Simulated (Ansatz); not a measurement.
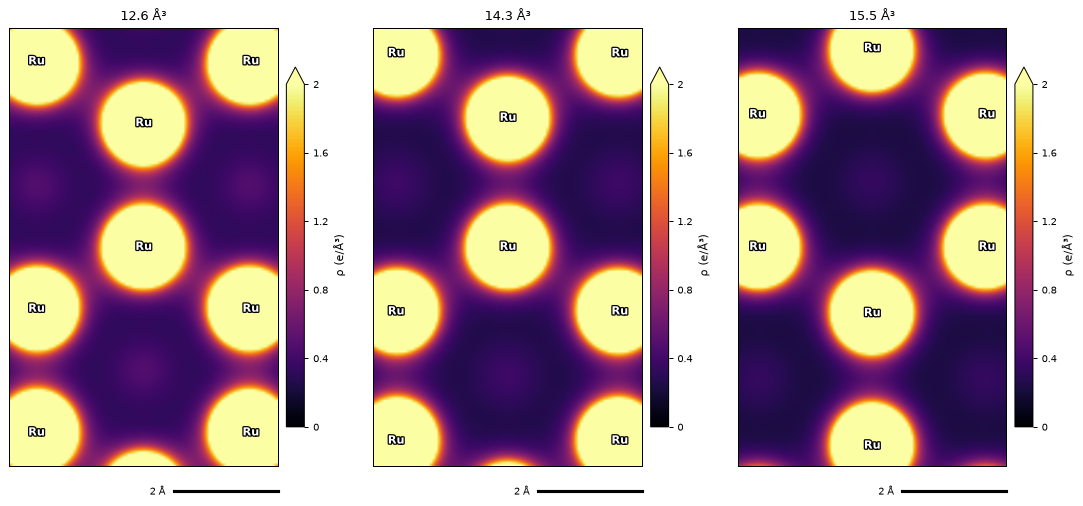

Ru. The valence pseudo-density of cells scaled evenly to different volumes (given per atom above each panel), on the (001) plane of each (indices in the axes of the cell below), at one length scale and on one colour scale.

A generated structure, not necessarily the stable one; computed without spin polarisation.

All numbers below come from DFT, RPBE, plane waves (420 eV) with PAW, scalar-relativistic (Ansatz 0.2.0).

The largest cell:

```cif
data_structure
_symmetry_space_group_name_H-M 'P 1'
_symmetry_Int_Tables_number 1
_cell_length_a 4.4553
_cell_length_b 4.4553
_cell_length_c 2.8016
_cell_angle_alpha 90.000
_cell_angle_beta 90.000
_cell_angle_gamma 120.000
_cell_volume 48.16
loop_
_atom_site_label
_atom_site_type_symbol
_atom_site_fract_x
_atom_site_fract_y
_atom_site_fract_z
_atom_site_occupancy
Ru1 Ru 0.00000 0.00000 0.00000 1
Ru2 Ru 0.33333 0.66667 0.50000 1
Ru3 Ru 0.66667 0.33333 0.50000 1
```

| volume (Å³/atom) | Ru–Ru contact in the plane (Å) | ρ at its midpoint (e/Å³) | pressure (GPa) | 
| --- | --- | --- | --- |
| 12.61 | 2.374 | 0.720 | 48.1 | 
| 13.19 | 2.409 | ? | ? | 
| 14.33 | 2.477 | 0.593 | 0.0 | 
| 15.48 | 2.541 | 0.532 | −17.6 | 
| 16.05 | 2.572 | 0.503 | −23.6 | 

**Estimate the missing row, and compare with the calculation.**

Over the known rows ln ρ falls by 1.81 per Å of Ru–Ru distance (a least-squares line), which gives 0.674 e/Å³ at 2.409 Å; the calculation gives 0.674 e/Å³. For the pressure, a straight line in volume between the neighbouring rows gives 31.9 GPa; the calculation gives 28.2, lower because pressure rises ever faster on compression.
